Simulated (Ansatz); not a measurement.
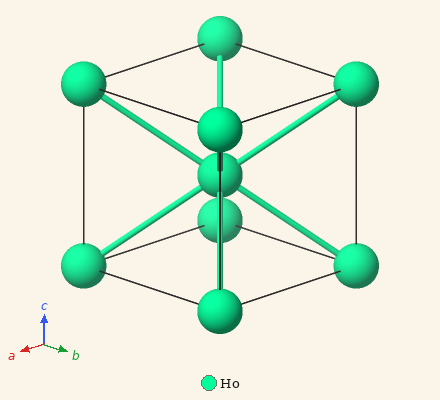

Ho (Im-3m, No. 229): the geometry given to an electronic-structure calculation, possibly off equilibrium; the starting structure was generated, so it need not be a known form of this composition.

```cif
data_structure
_symmetry_space_group_name_H-M 'P 1'
_symmetry_Int_Tables_number 1
_cell_length_a 3.9661
_cell_length_b 3.9661
_cell_length_c 3.9661
_cell_angle_alpha 90.000
_cell_angle_beta 90.000
_cell_angle_gamma 90.000
_cell_volume 62.38
loop_
_atom_site_label
_atom_site_type_symbol
_atom_site_fract_x
_atom_site_fract_y
_atom_site_fract_z
_atom_site_occupancy
Ho1 Ho 0.00000 0.00000 0.00000 1
Ho2 Ho 0.50000 0.50000 0.50000 1
```

What will a Z-contrast image along [221] show? The image is simulated as a sum over atoms of Z^1.7, blurred by a 0.57 Å probe (no channelling). The probe carries 25 % of its weight in a tail 2.5 times as wide. The speckle of an amorphous layer was added.

Answer. The columns repeat on a rectangular net of 0.93 × 2.80 Å (plane group p2mm). All columns are alike (Ho). The shortest distance between visible columns is 0.93 Å in projection. Along the beam the structure repeats every 11.90 Å.

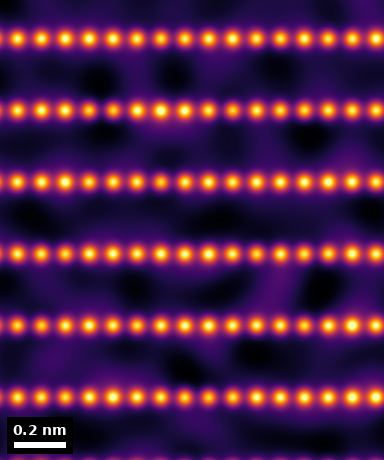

The simulated image.
